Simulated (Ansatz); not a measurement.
## Run report: CuO, geometry relaxation (part 1 of 2)

System: CuO (4 atoms in the cell).
Method: DFT r2SCAN+U, scalar-relativistic, plane waves, PAW, Ueff = 4 eV on Cu d, spin-polarised (Ansatz 0.2.0).

The structure derives from a Materials Project entry. It belongs to a series of runs on one base structure; here: relaxed at -1 GPa. Figures and captions count atoms from 1; the log counts them from 0 in places.

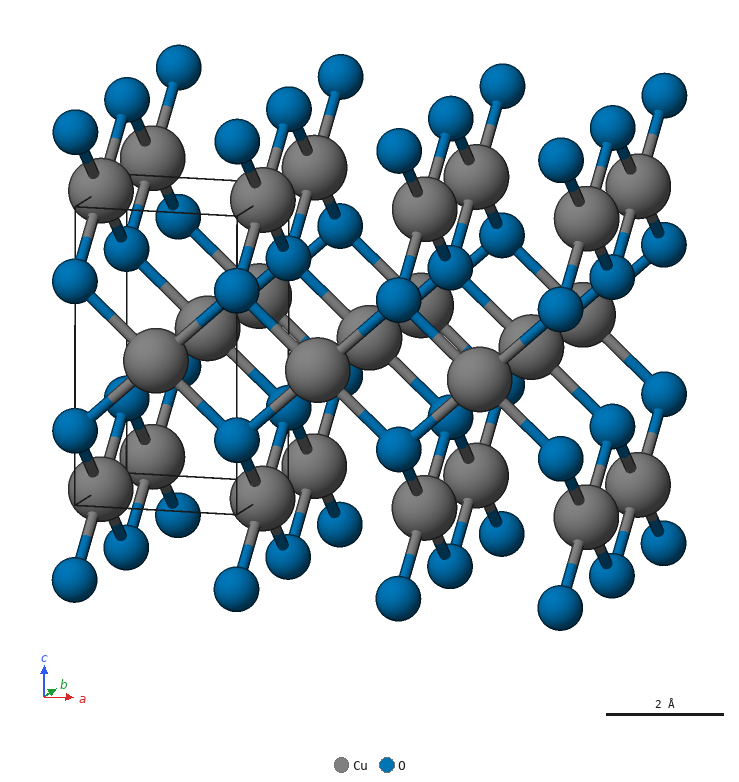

Figure 1. The starting structure (ball-and-stick view of the cell of the calculation, repeated 3 × 2 × 1, seen slightly off an axis; bonded neighbours outside the cell are drawn too). An atom can appear more than once, as a periodic image. Near neighbours in the periodic cell (some may lie outside the picture): Cu has 4 O at 1.95 Å; O has 4 Cu at 1.95 Å.

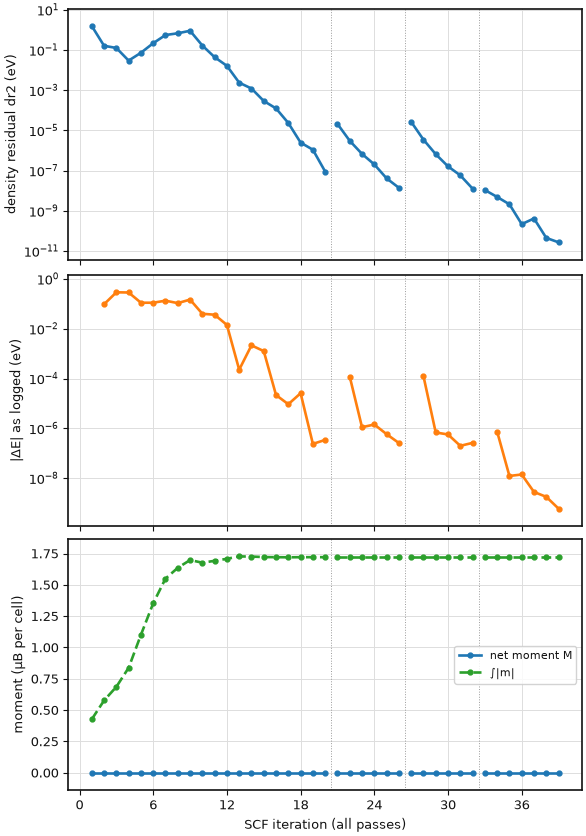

Figure 2. Convergence of the self-consistent field: density residual dr2, size of the energy change and magnetic moment against the SCF iteration. The dotted lines part the SCF passes of the relaxation: geometry steps, rejected trials and re-solves on a re-selected basis. The passes take 20, 6, 6 and 7 iterations. The net moment stays at 0.0 μB per cell.

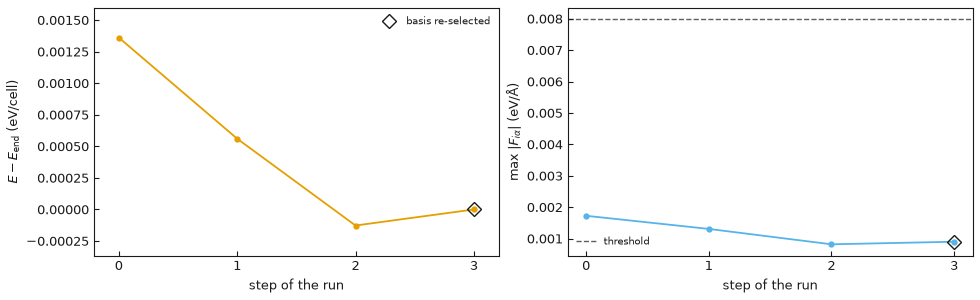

Figure 3. Progress of the relaxation, step by step (the first geometry is step 0 here and step 1 in the log). After 2 geometry steps the energy has fallen by 1.5 meV per cell of the calculation. The largest force component goes from 0.0017 to 0.0009 eV/Å. Pressure: −1.67 GPa at the start and −1.01 GPa at the end. No atom moves by more than 0.005 Å relative to the cell. The volume changes by −0.3 %, with a = b 2.896 → 2.895 Å (0.0 %), c 5.211 → 5.198 Å (−0.3 %). The space group stays C2/c (No. 15). A last SCF at the same geometry on a re-selected plane-wave basis shifts the energy by +0.1 meV per cell of the calculation. (Atoms are counted from 1 in the order of the input.)

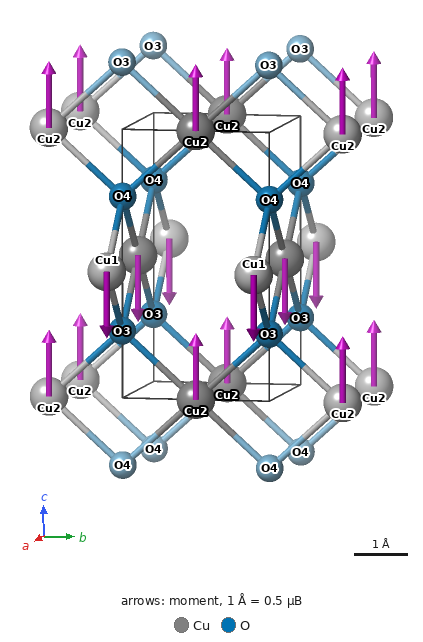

Figure 4. Magnetic moments of the sites as pink arrows (ball-and-stick view of the cell of the calculation, seen slightly off an axis; neighbours outside the cell are drawn fainter; atoms are numbered from 1 in the order of the input); small moments hardly show. The run is collinear, so the axis drawn is arbitrary. Site moments: Cu1 (−0.65 μB); Cu2 (0.65 μB). They are counted near the atoms and needn't add up to the moment of the cell.

These pictures come from the run below.

Input file
```yaml
crystal:
  lattice:
    - [2.895697131, 0.001229012, -0.0001203898]
    - [0.0405214458, 2.8954903527, 9.95e-08]
    - [0.0173847331, 0.0173524759, 5.2111762812]
  atoms:
    - { symbol: Cu, position: [0.5, 0.0, 0.5], spin: -0.71 }
    - { symbol: Cu, position: [0.0, 0.5, 0.0], spin: 0.71 }
    - { symbol: O, position: [0.0015252935, 0.9984057305, 0.2499998062] }
    - { symbol: O, position: [0.9984747065, 0.0015942695, 0.7500001938] }
basis:
  ecutwfc: 500
kpoints:
  mp_grid: { grid: [10, 10, 6] }
hamiltonian:
  xc: r2scan
  hubbard: { sites: [{ species: Cu, l: d, u_eff: 4.0 }] }
scf:
  occupations: { method: gaussian, width: 0.02 }
output:
  forces: true
  stress: true
  eigenvalues: true
  populations: true
magnetization:
  spin_polarized: true
relax:
  adjacent_minimum: "off"
  f_tol: 0.008
  max_steps: 50
  cell: { stress_tol: 0.08, p_target: -1.0 }
```

Command:
```bash
ansatz run input.yaml --threads 1 --pin off --max-ram 2560MiB --backend cpu --events-out ev --progress --plain --runs-dir out
```

The program's output
```
Cu: projections on atomic orbitals take those of the free atom [Ne] 3s2 3p6 3d10 4s1, of charge +0.00 (hamiltonian.pseudopotentials.projection_atoms); the dataset's partial waves leave at most 2.0e-6 of an orbital's norm unspanned inside its sphere
O: projections on atomic orbitals take those of the free atom [He] 2s2 2p4, of charge +0.00 (hamiltonian.pseudopotentials.projection_atoms); the dataset's partial waves leave at most 1.9e-8 of an orbital's norm unspanned inside its sphere
Engine: ansatz 0.2.0, x86_64-unknown-linux-gnu
Pseudopotentials: kind: paw
Pseudopotential: Cu, paw, valence charge 19, recommended cutoff 500 eV (meta_gga), Cu.paw.azcp
Pseudopotential: O, paw, valence charge 6, recommended cutoff 500 eV (meta_gga), O.paw.azcp
Functional definition: r2SCAN
  parameter k0 = 0.174
  parameter k1 = 0.065
  parameter a1 = 4.9479
  exchange = r2scan_x(k0 = k0, k1 = k1, a1 = a1)
  correlation = r2scan_c
Crystal: 4 atoms, lattice volume = 43.693 Å³
Basis set: ecut = 500 eV, 1107 PW (Γ), exchange–correlation on 96×96×160 points (64 copies of the dense FFT grid, shifted against one another)
Bands: 31, of which v1, the nominal top of the filled ones, is band 25 counted from 1 (24 counted from 0)
Symmetry: 2 space group operations
Space group: P-1 (ITA 2), of the structure as read, at distance tolerance 3.5e-5 Å
Magnetic group: BNS 2.4 (UNI 4), of the structure as read, at distance tolerance 3.5e-5 Å
k-points: 304 of 600
Non-local potential: Cu, projectors of the file, l = 0: 3, l = 1: 2, l = 2: 3, l = 3: 1
Non-local potential: O, projectors of the file, l = 0: 2, l = 1: 2, l = 2: 1
PAW form: soft (Blöchl's): semilocal exchange-correlation on the pseudo side does not see the compensation charge
PAW frozen core: Cu, regenerated for the run's functional (the file was generated under x = pbe(κ = 0.804, μ = 0.2195149727645171), c = pbe(β = 0.06672455060314922))
PAW frozen core: O, regenerated for the run's functional (the file was generated under x = pbe(κ = 0.804, μ = 0.2195149727645171), c = pbe(β = 0.06672455060314922))
PAW one-centre angular grid: Cu, 590 points (default); XC on 160 Gauss nodes
PAW one-centre angular grid: O, 302 points (default); XC on 160 Gauss nodes
Initial density: superposition of atomic densities (chi_scale 0.1, normalization cell, long waves kept (reshape's long-wave potential 0.00 eV rms))
Starting moments: Σ|m| = 1.42 μB on 2 of 4 sites
Starting magnetic order: compensated ferrimagnet; no operation exchanges its spin sublattices
Initial wavefunctions: pseudopotential atomic-orbital guess
Functional: x = r2scan, c = r2scan; τ floored in thin density (d = 2e-4 eV/Å³)
SCF iter   1: F=—  HF=-14394.796777 eV  |F-HF|=—  |Δ(HF+E_count)|=         —  Δρ=6.74e-2 (↑6.74e-2 ↓6.74e-2)  dr2=1.57e0  dr2_τ=1.58e-2  dr2_m=1.22e0  M=0.000 μB ∫|m|=0.427 μB  β_m=0.30  ethr=3.10e-3  ⟨swp⟩=5.0  Hψ=67141  notcnv=0
preconditioner: auto → Kerker (q_TF=auto, 2.790 Å⁻¹)  [metal: Δε(μ)=0.002 eV  Ē_g=14.052 eV  σ=0.020 eV  W_gap=0.05  n_scr=16 (ndim 8)  ℏωp=32.8 eV  f_vac=0.005  D(μ)=2.14/eV (n_scr^D=16)]
spin=Collinear: Kerker preconditioning applied to the charge; magnetization (m = ρ↑ − ρ↓) channel mixes plain (no charge-response kernel on spin).
SCF iter   2: F=—  HF=-14394.892303 eV  |F-HF|=—  |Δ(HF+E_count)|=   9.55e-2  Δρ=3.69e-2 (↑3.69e-2 ↓3.69e-2)  dr2=1.63e-1  dr2_τ=1.12e-2  dr2_m=4.04e-1  M=0.000 μB ∫|m|=0.577 μB  β_m=0.30  ethr=3.10e-3  ⟨swp⟩=2.5  Hψ=32396  notcnv=0  defer=932  κ⁻¹=1.0e0(r=1)
SCF iter   3: F=—  HF=-14395.180077 eV  |F-HF|=—  |Δ(HF+E_count)|=   2.88e-1  Δρ=2.39e-2 (↑2.39e-2 ↓2.39e-2)  dr2=1.27e-1  dr2_τ=3.46e-3  dr2_m=1.35e-1  M=-0.000 μB ∫|m|=0.686 μB  β_m=0.30  ethr=3.25e-4  ⟨swp⟩=2.1  Hψ=26389  notcnv=0  defer=932  κ⁻¹=5.3e-3(r=2)
SCF iter   4: F=—  HF=-14395.463368 eV  |F-HF|=—  |Δ(HF+E_count)|=   2.83e-1  Δρ=1.07e-2 (↑1.07e-2 ↓1.06e-2)  dr2=2.99e-2  dr2_τ=8.39e-4  dr2_m=3.39e-2  M=0.000 μB ∫|m|=0.838 μB  β_m=1.00  ethr=2.53e-4  ⟨swp⟩=2.7  Hψ=32701  notcnv=0  defer=928  κ⁻¹=2.6e-3(r=3)
SCF iter   5: F=—  HF=-14395.573267 eV  |F-HF|=—  |Δ(HF+E_count)|=   1.10e-1  Δρ=1.40e-2 (↑1.40e-2 ↓1.40e-2)  dr2=7.32e-2  dr2_τ=5.07e-4  dr2_m=5.87e-2  M=-0.000 μB ∫|m|=1.101 μB  β_m=1.00  ethr=5.98e-5  ⟨swp⟩=2.1  Hψ=40054  notcnv=0  defer=940  κ⁻¹=3.8e-4(r=4)
SCF iter   6: F=—  HF=-14395.683324 eV  |F-HF|=—  |Δ(HF+E_count)|=   1.10e-1  Δρ=1.74e-2 (↑1.74e-2 ↓1.74e-2)  dr2=2.19e-1  dr2_τ=1.11e-3  dr2_m=6.22e-2  M=0.000 μB ∫|m|=1.353 μB  β_m=1.00  ethr=5.98e-5  ⟨swp⟩=2.0  Hψ=37039  notcnv=0  defer=936  κ⁻¹=6.4e-5(r=5)
SCF iter   7: F=—  HF=-14395.816726 eV  |F-HF|=—  |Δ(HF+E_count)|=   1.33e-1  Δρ=2.27e-2 (↑2.25e-2 ↓2.27e-2)  dr2=5.59e-1  dr2_τ=2.54e-3  dr2_m=4.54e-2  M=0.000 μB ∫|m|=1.550 μB  β_m=1.00  ethr=5.98e-5  ⟨swp⟩=2.9  Hψ=36580  notcnv=0  defer=940  κ⁻¹=1.4e-5(r=6)
SCF iter   8: F=—  HF=-14395.923015 eV  |F-HF|=—  |Δ(HF+E_count)|=   1.06e-1  Δρ=2.27e-2 (↑2.27e-2 ↓2.27e-2)  dr2=6.82e-1  dr2_τ=2.17e-3  dr2_m=1.21e-2  M=0.000 μB ∫|m|=1.636 μB  β_m=1.00  ethr=5.98e-5  ⟨swp⟩=2.2  Hψ=25573  notcnv=0  defer=925  κ⁻¹=1.1e-5(r=7)
SCF iter   9: F=—  HF=-14396.069750 eV  |F-HF|=—  |Δ(HF+E_count)|=   1.47e-1  Δρ=2.60e-2 (↑2.60e-2 ↓2.59e-2)  dr2=9.11e-1  dr2_τ=2.85e-3  dr2_m=8.22e-3  M=0.000 μB ∫|m|=1.698 μB  β_m=0.30  ethr=5.98e-5  ⟨swp⟩=2.0  Hψ=22586  notcnv=0  defer=942
Mixer restart at iter 9: flushing history
spin-set hold released at iteration 9 (site moments contracting): the magnetisation degrees of freedom join the quasi-Newton model from the next iteration; the mixer history was flushed
SCF iter  10: F=—  HF=-14396.030083 eV  |F-HF|=—  |Δ(HF+E_count)|=   3.97e-2  Δρ=1.01e-2 (↑1.01e-2 ↓1.01e-2)  dr2=1.68e-1  dr2_τ=1.65e-3  dr2_m=7.48e-4  M=0.000 μB ∫|m|=1.677 μB  β_m=0.30  ethr=5.98e-5  ⟨swp⟩=3.0  Hψ=39212  notcnv=0  defer=942  κ⁻¹=1.0e0(r=1)
SCF iter  11: F=—  HF=-14396.066360 eV  |F-HF|=—  |Δ(HF+E_count)|=   3.63e-2  Δρ=5.54e-3 (↑5.54e-3 ↓5.53e-3)  dr2=4.42e-2  dr2_τ=2.11e-4  dr2_m=9.14e-4  M=0.000 μB ∫|m|=1.692 μB  β_m=0.30  ethr=5.98e-5  ⟨swp⟩=2.0  Hψ=40295  notcnv=0  defer=946  κ⁻¹=2.8e-2(r=2)
SCF iter  12: F=—  HF=-14396.080438 eV  |F-HF|=—  |Δ(HF+E_count)|=   1.41e-2  Δρ=3.90e-3 (↑3.90e-3 ↓3.90e-3)  dr2=1.64e-2  dr2_τ=1.59e-4  dr2_m=1.17e-3  M=0.000 μB ∫|m|=1.708 μB  β_m=0.30  ethr=5.98e-5  ⟨swp⟩=2.7  Hψ=33203  notcnv=0  defer=946  κ⁻¹=2.8e-3(r=3)
SCF iter  13: F=—  HF=-14396.080212 eV  |F-HF|=—  |Δ(HF+E_count)|=   2.26e-4  Δρ=1.95e-3 (↑1.95e-3 ↓1.95e-3)  dr2=2.39e-3  dr2_τ=4.52e-5  dr2_m=3.78e-4  M=0.000 μB ∫|m|=1.727 μB  β_m=0.30  ethr=3.29e-5  ⟨swp⟩=2.3  Hψ=36470  notcnv=0  defer=946  κ⁻¹=7.7e-4(r=4)
SCF iter  14: F=—  HF=-14396.082351 eV  |F-HF|=—  |Δ(HF+E_count)|=   2.14e-3  Δρ=1.24e-3 (↑1.24e-3 ↓1.24e-3)  dr2=1.22e-3  dr2_τ=8.28e-6  dr2_m=3.13e-6  M=0.000 μB ∫|m|=1.726 μB  β_m=0.30  ethr=4.78e-6  ⟨swp⟩=2.0  Hψ=34549  notcnv=0  defer=946  κ⁻¹=8.0e-5(r=5)
SCF iter  15: F=—  HF=-14396.083609 eV  |F-HF|=—  |Δ(HF+E_count)|=   1.26e-3  Δρ=5.73e-4 (↑5.72e-4 ↓5.73e-4)  dr2=2.93e-4  dr2_τ=2.36e-6  dr2_m=3.12e-5  M=0.000 μB ∫|m|=1.722 μB  β_m=0.30  ethr=2.43e-6  ⟨swp⟩=2.0  Hψ=33922  notcnv=0  defer=946  κ⁻¹=2.4e-5(r=6)
SCF iter  16: F=—  HF=-14396.083631 eV  |F-HF|=—  |Δ(HF+E_count)|=   2.17e-5  Δρ=3.86e-4 (↑3.86e-4 ↓3.86e-4)  dr2=1.25e-4  dr2_τ=7.16e-7  dr2_m=2.42e-5  M=0.000 μB ∫|m|=1.721 μB  β_m=0.30  ethr=5.86e-7  ⟨swp⟩=1.0  Hψ=17940  notcnv=0  defer=946  κ⁻¹=1.5e-5(r=7)
SCF iter  17: F=—  HF=-14396.083621 eV  |F-HF|=—  |Δ(HF+E_count)|=   9.30e-6  Δρ=1.96e-4 (↑1.95e-4 ↓1.96e-4)  dr2=2.35e-5  dr2_τ=1.79e-7  dr2_m=3.60e-6  M=0.000 μB ∫|m|=1.720 μB  β_m=0.30  ethr=2.49e-7  ⟨swp⟩=2.0  Hψ=27648  notcnv=0  defer=946  κ⁻¹=1.5e-7(r=8)
SCF iter  18: F=—  HF=-14396.083647 eV  |F-HF|=—  |Δ(HF+E_count)|=   2.57e-5  Δρ=5.35e-5 (↑5.31e-5 ↓5.35e-5)  dr2=2.50e-6  dr2_τ=2.74e-8  dr2_m=5.46e-8  M=0.000 μB ∫|m|=1.721 μB  β_m=0.30  ethr=4.71e-8  ⟨swp⟩=2.0  Hψ=27294  notcnv=0  defer=946  κ⁻¹=2.7e-6(r=8)
SCF iter  19: F=—  HF=-14396.083647 eV  |F-HF|=—  |Δ(HF+E_count)|=   2.38e-7  Δρ=3.34e-5 (↑3.32e-5 ↓3.34e-5)  dr2=1.10e-6  dr2_τ=8.89e-9  dr2_m=5.11e-8  M=0.000 μB ∫|m|=1.721 μB  β_m=0.30  ethr=5.00e-9  ⟨swp⟩=2.7  Hψ=29534  notcnv=0  defer=946  κ⁻¹=9.9e-7(r=8)
SCF iter  20: F=-14396.083646 eV  HF=-14396.083646 eV  |F-HF|=1.54e-8  |Δ(HF+E_count)|=   3.44e-7  Δρ=1.01e-5 (↑1.00e-5 ↓1.01e-5)  dr2=9.04e-8  dr2_τ=1.08e-9  dr2_m=3.25e-9  M=0.000 μB ∫|m|=1.721 μB  ethr=2.00e-10  ⟨swp⟩=7.3  Hψ=81753  notcnv=0
SCF 1 converged in 20 iterations: F = -14396.083646 eV  dr2 = 9.04e-8
  greatest PAW one-centre occupation: 1.000 electrons in one spin orbital (limit 2), on the Cu atom at site 0 (counted from 0), in its partial waves of l = 0
relax step   1: F+E_penalty+E_count = -14396.08364641 eV  Δ(F+E_penalty+E_count) = +0.000e0 eV  max|allowed force component| = 1.728e-3 eV/Å  Δτ_max = 0.0000 Å  P = -1.668 GPa  Ω = 43.693 Å³  (20 SCF iters, dr2 threshold 1.00e-7 eV, accepted)
Crystal: 4 atoms, lattice volume = 43.630 Å³
Basis set: ecut = 500 eV, 1103 PW (Γ), exchange–correlation on 96×96×160 points (64 copies of the dense FFT grid, shifted against one another)
Initial density: handed on by an earlier stage of this run
Starting moments: Σ|m| = 1.42 μB on 2 of 4 sites; this step starts from the density that it was given
Initial wavefunctions: those handed on with the density
iter 1 solved again at ethr=4.68e-8 eV; its pass at ethr=3.10e-3 eV (dr2=2.34e-5 eV) is discarded
```
